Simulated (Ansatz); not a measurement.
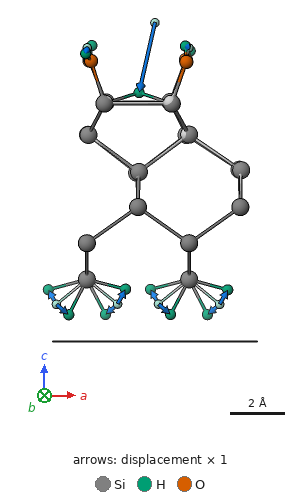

A constrained relaxation of a slab of composition Si$_{24}$H$_{13}$O$_{4}$ (cut from the Fd-3m phase). The starting structure is drawn faded, the final one solid; blue arrows show the displacements, at their true length.

A ball-and-stick model of the cell of the calculation, outlined in the plane, without the vacuum (origin shifted), seen along the b axis.

Case: 1 H a cell, anchor, over a hollow H-H-H site. The slab is the (1 0 0) face of Si with H on it. 12 atoms are held fixed.

Level of theory: Ansatz, DFT PBE+D3(BJ), scalar-relativistic, plane waves, PAW. Settings: plane-wave cutoff 420 eV; k-point mesh 2 × 2 × 1; occupations gaussian; smearing width 0.05 eV; collinear spin; dipole correction; atoms relaxed in a fixed cell; force threshold 0.04 eV/Å; at most 100 steps.

Question: Atoms of which element are displaced furthest, and by how much?

Answer: Hydrogen: up to 3.10 Å, against 0.20 Å for oxygen.

Question: What did the optimiser do to the structure, and how much energy did it gain?

Answer: After 24 accepted moves (25 points after the start) the energy has fallen by 1.305 eV per cell of the calculation. Largest force component: 0.24 eV/Å at the start, 0.032 eV/Å at the end. The line search rejected the trial step at point 22 of the run. The forces were under the threshold at step 5, but the run went on from there. The atom that moves furthest is an H atom (3.10 Å at 33° to the normal (−c side)). By element the largest moves are H 3.10 Å, O 0.20 Å, Si 0.08 Å. The cell stays as it was. Among the contacts that change: H–Si 4.478 → 1.813 Å, H–Si 4.144 → 1.766 Å, Si–Si 2.448 → 2.526 Å, Si–Si 2.347 → 2.376 Å. New bonds form: H–Si (4.14 → 1.77 Å). Bond angles that change, for instance: Si–Si–H 111.5° → 98.6°, Si–Si–H 111.2° → 98.3°, Si–Si–H 111.5° → 98.8°. The program noted that the starting moments weren't kept. Cost: 11 min on 4 threads of Intel(R) Xeon(R) 6975P-C (Granite Rapids), on a shared host, peak memory 4.4 GiB.

Limits of the set-up: the k-point mesh is coarse for a cell with partly filled bands; the periodic images lie only 7.7 Å apart, so the values are limited by the cell's size.
